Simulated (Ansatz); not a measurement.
# Run report: WS₂, geometry relaxation (part 2 of 2)

The same run, continued: WS₂ (P-6m2, 3 atoms in the cell); DFT PBE+D3(BJ), scalar-relativistic, plane waves, PAW, no spin polarisation (Ansatz 0.2.0); cutoff 420 eV, 12×12×2 k-mesh, Gaussian smearing of 0.02 eV. The structure derives from a Materials Project entry.

Geometry of the input (Å; fractional positions):
```
3.1835  0.0000  0.0000
-1.5918  2.7570  0.0000
0.0000  0.0000  16.9506
W  0.3333  0.6667  0.0000
S  0.6667  0.3333  0.9080
S  0.6667  0.3333  0.0920
```

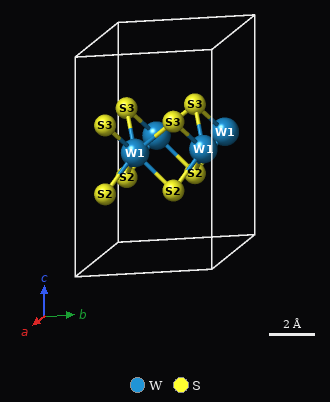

Fig. 1: The geometry at step 2 of the log (ball-and-stick view of the 2 × 2 repeat of the cell, with the vacuum cut short, seen slightly off an axis; atoms are numbered from 1 in the order of the input).

The program's output, continued:
```
SCF iter   1: F=—  HF=-12192.362096 eV  |F-HF|=—  |Δ(HF+E_count)|=         —  Δρ=1.04e-3  dr2=2.13e-3  ethr=9.01e-6  ⟨swp⟩=2.7  Hψ=5183  notcnv=0
preconditioner: auto → none  [insulator: Δε(μ)=1.912 eV  Ē_g=8.770 eV  σ=0.020 eV  W_gap=1.00  n_scr=10 (ndim 8)  ℏωp=13.0 eV  f_vac=0.609  D(μ)=0.00/eV (n_scr^D=0)  ε∞_Penn≈3.2]
SCF iter   2: F=—  HF=-12192.361933 eV  |F-HF|=—  |Δ(HF+E_count)|=   1.62e-4  Δρ=7.71e-4  dr2=2.40e-3  ethr=8.20e-6  ⟨swp⟩=2.0  Hψ=1064  notcnv=0
SCF iter   3: F=—  HF=-12192.361723 eV  |F-HF|=—  |Δ(HF+E_count)|=   2.10e-4  Δρ=4.96e-4  dr2=9.87e-4  ethr=8.20e-6  ⟨swp⟩=2.1  Hψ=1067  notcnv=0
SCF iter   4: F=—  HF=-12192.361591 eV  |F-HF|=—  |Δ(HF+E_count)|=   1.33e-4  Δρ=2.27e-4  dr2=1.44e-4  ethr=3.79e-6  ⟨swp⟩=1.2  Hψ=652  notcnv=0
SCF iter   5: F=—  HF=-12192.361572 eV  |F-HF|=—  |Δ(HF+E_count)|=   1.88e-5  Δρ=6.32e-5  dr2=7.23e-6  ethr=5.53e-7  ⟨swp⟩=2.2  Hψ=937  notcnv=0
SCF iter   6: F=—  HF=-12192.361607 eV  |F-HF|=—  |Δ(HF+E_count)|=   3.49e-5  Δρ=1.12e-5  dr2=3.27e-7  ethr=2.78e-8  ⟨swp⟩=2.2  Hψ=936  notcnv=0
SCF iter   7: F=—  HF=-12192.361554 eV  |F-HF|=—  |Δ(HF+E_count)|=   5.32e-5  Δρ=1.93e-6  dr2=2.68e-9  ethr=1.26e-9  ⟨swp⟩=2.7  Hψ=1113  notcnv=0
SCF iter   8: F=—  HF=-12192.361554 eV  |F-HF|=—  |Δ(HF+E_count)|=  4.26e-10  Δρ=2.72e-7  dr2=3.42e-10  ethr=1.03e-11  ⟨swp⟩=2.9  Hψ=1222  notcnv=0
SCF iter   9: F=-12192.361554 eV  HF=-12192.361554 eV  |F-HF|=1.09e-11  |Δ(HF+E_count)|=  7.64e-11  Δρ=4.29e-8  dr2=4.61e-12  ethr=1.00e-12  ⟨swp⟩=7.7  Hψ=4402  notcnv=0
SCF 3 converged in 9 iterations: F = -12192.361554 eV  dr2 = 4.61e-12
relax step   3: F+E_penalty+E_count = -12192.36155353 eV  Δ(F+E_penalty+E_count) = -7.136e-3 eV  max|allowed force component| = 1.008e-3 eV/Å  Δτ_max = 0.0176 Å  P = -0.016 GPa  Ω = 146.463 Å³  energy of the carried Pulay correction = +1.468e-4 eV  (9 SCF iters, accepted)
Initial wavefunctions: pseudopotential atomic-orbital guess (no wavefunctions were taken with the density)
iter 1 solved again at ethr=3.05e-7 eV; its pass at ethr=3.10e-3 eV (dr2=7.94e-5 eV) is discarded
SCF iter   1: F=—  HF=-12192.361425 eV  |F-HF|=—  |Δ(HF+E_count)|=         —  Δρ=1.58e-5  dr2=5.25e-8  ethr=3.05e-7  ⟨swp⟩=4.1  Hψ=6912  notcnv=0
eigensolver tolerance schedule: the retry pair's looser diagonalisation over-reported the residual by 1511.68 of it (diagonalisation noise at 0.17 of the residual, at the tolerance the schedule requests for it); recorded, not acted on — ethr = c·dr2/N_el stays at c = 1.0e-1
preconditioner: auto → none  [insulator: Δε(μ)=1.919 eV  Ē_g=8.772 eV  σ=0.020 eV  W_gap=1.00  n_scr=10 (ndim 8)  ℏωp=13.0 eV  f_vac=0.608  D(μ)=0.00/eV (n_scr^D=0)  ε∞_Penn≈3.2]
SCF iter   2: F=—  HF=-12192.361409 eV  |F-HF|=—  |Δ(HF+E_count)|=   1.60e-5  Δρ=7.71e-6  dr2=1.18e-8  ethr=2.02e-10  ⟨swp⟩=3.9  Hψ=1639  notcnv=0
SCF iter   3: F=—  HF=-12192.361409 eV  |F-HF|=—  |Δ(HF+E_count)|=   9.78e-9  Δρ=1.46e-6  dr2=1.32e-8  ethr=4.54e-11  ⟨swp⟩=2.0  Hψ=1140  notcnv=0
SCF iter   4: F=—  HF=-12192.361409 eV  |F-HF|=—  |Δ(HF+E_count)|=   1.98e-9  Δρ=8.11e-7  dr2=1.65e-9  ethr=4.54e-11  ⟨swp⟩=2.0  Hψ=892  notcnv=0
SCF iter   5: F=—  HF=-12192.361409 eV  |F-HF|=—  |Δ(HF+E_count)|=  1.55e-10  Δρ=3.02e-7  dr2=4.62e-11  ethr=6.35e-12  ⟨swp⟩=2.3  Hψ=889  notcnv=0
SCF iter   6: F=-12192.361409 eV  HF=-12192.361409 eV  |F-HF|=1.46e-11  |Δ(HF+E_count)|=  1.64e-11  Δρ=6.99e-8  dr2=3.86e-12  ethr=1.00e-12  ⟨swp⟩=8.7  Hψ=3943  notcnv=0
SCF 4 converged in 6 iterations: F = -12192.361409 eV  dr2 = 3.86e-12
relax step   4: F+E_penalty+E_count = -12192.36140884 eV  Δ(F+E_penalty+E_count) = +1.447e-4 eV  max|allowed force component| = 9.417e-4 eV/Å  Δτ_max = 0.0000 Å  P = -0.016 GPa  Ω = 146.463 Å³  stress off target by 1.70e-2 GPa  SCF on the basis re-selected at this cell (its energy is not comparable with the rows above)  (6 SCF iters)
basis re-selected at this cell: Δ(F+E_penalty+E_count) = +1.447e-4 eV, ΔP = -0.000 GPa vs the last step (what re-selecting the basis moved, of the pressure what is left beyond the Pulay correction that the steps carried, after the strain that the cell walked since its last selection, with what the two solves' SCF thresholds leave and, on support functions, any second-order correction that the steps lacked; it is no measure of the basis error at this ecutwfc). This SCF's stress stands 1.70e-2 GPa from its target on what of the cell is left free (relax.cell.stress_tol is 5.00e-2 GPa) and its largest allowed force component is 9.42e-4 eV/Å (relax.f_tol is 5.00e-3 eV/Å): within both
WARN: The output density's exchange-correlation potential varies sharply where the density is thin. Do not read a vacuum level from v_tot or v_xc, or from such a field of the output density. On a cell that repeats whose density bears no net charge and no dipole along the vacuum's axis use v_es (v_loc + v_h of the components); under efield.dipole_correction with no amplitude use v_es + v_field, which holds any external_charges[].barrier, or the levels of the report's work_function block, which leave it out; under a non-zero efield.amplitude the vacuum is tilted and has no level; on a cell that repeats and bears such a dipole with no correction it is tilted too, and efield.dipole_correction with no amplitude gives each side of its ramp a level where efield: is served; in a cell that repeats whose density bears a net charge (total_charge, or a fill off its count) it is curved and has none; of a slab under crystal.periodic whose density bears no net charge use v_es, which has a level on each side, short of where the two are joined; of another it falls or rises all the way out and has none; of a slab beside external_charges read slab_vacuum_level instead, which it has where they leave it neutral. The grid or the basis barely resolves most such structure, and the values can differ between equally converged runs; as a rule a tighter scf.convergence.dr2_threshold does not remove it. Where the density itself ripples (under the LDA too) a higher basis.ecutwfc lessens it. The files hold the spikes' plane waves up to the density's cutoff. Files: v_tot_of_output_density and the like, and their columns of v_z.tsv (output.write_potential); v_xc_of_output_density and the like, and their columns of v_comp_z.tsv (output.write_potential_components). Measured: with its Gaussian average of σ = 0.25 Å subtracted twice, the exchange-correlation potential is over 0.1 eV at 8 of the grid points where the equally averaged density (valence and model cores) is under 1e-3 e/Å³, and 0.224 eV at the most among them, at an averaged density of 1.3e-8 e/Å³. The input density's (outcome.potential() and, of a run that writes arrays, v_tot and v_xc) is over 0.1 eV, so measured, at 12 points of its own thin density, 0.359 eV at the most. See output.write_potential in the manual, Limitations
SCF converged after 6 iterations
Free energy (F): -12192.361409 eV
Harris-Foulkes:  -12192.361409 eV  (|F-HF|=1.46e-11)
Internal energy: -12192.361409 eV  (E = F + TS)
E sigma→0 (E₀):  -12192.361409 eV
Fermi energy:    1.370891 eV
--- Per-component energies (eV) ---
  E_band       = -463.531822
  E_kinetic    = 666.288449
  E_local      = -12495.357164  (includes V_loc(G=0)·N_el)
  E_nonlocal   = 57.290127
  E_hartree    = 5929.145462
  E_xc         = -462.116127
  E_vxc        = -414.953018  (∫ρ·V_xc dr)
  E_paw        = -9763.127175  (= ΣΔE_a)
  E_vpaw       = -135.090960  (= ΣTr[D̂ρ^β])
  E_aug_tail   = -0.000062  (compensation charges beyond the density's cutoff)
  E_ewald      = 3876.447453
  E_disp       = -0.932371  (pairwise vdW)
  E_smearing   = -0.000000  (= −TS)
  E_closure    = -0.000000  (closes the sum)
  Σ components = -12192.361409   (vs F -12192.361409, Δ=0.00e0)
--- Forces (eV/Å), atoms counted from 1 ---
  atom   1  W      0.00000000     0.00000000     0.00000000
  atom   2  S     -0.00000000    -0.00000000     0.00094171
  atom   3  S      0.00000000     0.00000000    -0.00094171
  max |Σ_I F_I| component: 1.39e-17 eV/Å
--- Stress (GPa, compression-positive) ---
       -0.015198      -0.000000       0.000000
        0.000000      -0.015198       0.000000
        0.000000       0.000000      -0.016989
  P = ⅓ Tr σ = -0.0158 GPa (-0.158 kbar)
--- Band table (eV; the first three rows and the last of 38) ---
  k-point 0: bands = ["-73.5188", "-37.8133", "-37.6358", "-37.6358", "-14.4173", "-12.7840", "-6.0078", "-2.4034", "-2.4034", "-1.7808", "-1.1559", "-1.1559", "0.2800", "3.3504", "3.3504", "3.4825", "3.4825"]
  k-point 1: bands = ["-73.5188", "-37.8133", "-37.6358", "-37.6358", "-14.4173", "-12.7840", "-6.0078", "-2.4034", "-2.4034", "-1.7808", "-1.1559", "-1.1559", "0.2800", "3.3504", "3.3504", "3.4825", "3.4825"]
  k-point 2: bands = ["-73.5175", "-37.8088", "-37.6605", "-37.6415", "-14.2999", "-12.7402", "-5.8669", "-2.7074", "-2.2880", "-2.1514", "-1.3407", "-0.9939", "0.2308", "3.1856", "3.2479", "3.3784", "3.5666"]
  k-point 37: bands = ["-73.4978", "-37.9031", "-37.8683", "-37.7381", "-11.8998", "-11.8281", "-5.4116", "-4.9879", "-4.1152", "-3.4837", "-2.8756", "-2.0168", "0.4115", "2.3303", "3.7047", "4.4817", "6.0487"]
--- Relaxed structure (3 steps of the walk, 2 accepted, 1 SCFs on fresh bases) ---
  F+E_penalty+E_count = -12192.36140884 eV   max|allowed force component| = 9.417e-4 eV/Å   (the final SCF, on the basis selected at the relaxed cell)
  cell:  # Å, volume = 146.4626 Å³
    - [3.1597166907828846, 0.0, 0.0]
    - [-1.5798583453914423, 2.7363949229796782, 0.0]
    - [0.0, 0.0, 16.93946724855098]
  atoms:
    - { symbol: W, position: [0.3333333333333333, 0.6666666666666666, 0.0] }
    - { symbol: S, position: [0.6666666666666667, 0.33333333333333337, 0.9069626208522183] }
    - { symbol: S, position: [0.6666666666666667, 0.33333333333333337, 0.09303737914778173] }
```

Trajectory as extended XYZ (Å, eV, eV/Å), 4 frames, from step=1 to step=4:
```
3
Lattice="3.1835 0.0000 0.0000 -1.5918 2.7570 0.0000 0.0000 0.0000 16.9506" Properties=species:S:1:pos:R:3:forces:R:3 step=1 energy=-12192.35442 pressure_GPa=-0.23
W     0.0000    1.8380    0.0000    0.0000   0.0000   0.0000
S     1.5918    0.9190   15.3911    0.0000   0.0000  -0.1611
S     1.5918    0.9190    1.5595    0.0000   0.0000   0.1611
3
Lattice="3.1326 0.0000 0.0000 -1.5663 2.7129 0.0000 0.0000 0.0000 16.9505" Properties=species:S:1:pos:R:3:forces:R:3 step=2 energy=-12192.35122 pressure_GPa=0.11 accepted=F
W     0.0000    1.8086    0.0000    0.0000   0.0000   0.0000
S     1.5663    0.9043   15.3518    0.0000   0.0000   0.2552
S     1.5663    0.9043    1.5987    0.0000   0.0000  -0.2552
3
Lattice="3.1597 0.0000 0.0000 -1.5799 2.7364 0.0000 0.0000 0.0000 16.9395" Properties=species:S:1:pos:R:3:forces:R:3 step=3 energy=-12192.36155 pressure_GPa=-0.02
W     0.0000    1.8243    0.0000    0.0000   0.0000   0.0000
S     1.5799    0.9121   15.3635    0.0000   0.0000   0.0010
S     1.5799    0.9121    1.5760    0.0000   0.0000  -0.0010
3
Lattice="3.1597 0.0000 0.0000 -1.5799 2.7364 0.0000 0.0000 0.0000 16.9395" Properties=species:S:1:pos:R:3:forces:R:3 step=4 energy=-12192.36141 pressure_GPa=-0.02
W     0.0000    1.8243    0.0000    0.0000   0.0000   0.0000
S     1.5799    0.9121   15.3635    0.0000   0.0000   0.0009
S     1.5799    0.9121    1.5760    0.0000   0.0000  -0.0009
```

Key numbers:

- outcome: converged
- space group (tolerance 0.01 Å): P-6m2 (187)
- electrons treated: 26
- free energy: −12192.3614 eV
- Fermi energy: 1.371 eV
- gap on the k-point mesh: 1.92 eV
- pressure: −0.02 GPa
- final volume: 146.46 Å³
- largest force (length of the vector) at the end: 0.001 eV/Å
- final cell: a = 3.160 Å, b = 3.160 Å, c = 16.939 Å, α = 90.00°, β = 90.00°, γ = 120.00°
- hardware: 1 thread of Arm Neoverse V2, 24 GiB of memory available, shared host
- wall time: 34 s
- peak memory: 0.41 GiB

Remarks:

Warnings of the run: the exchange-correlation potential is rough where the density is thin. Spin–orbit coupling is left out, which matters for W.
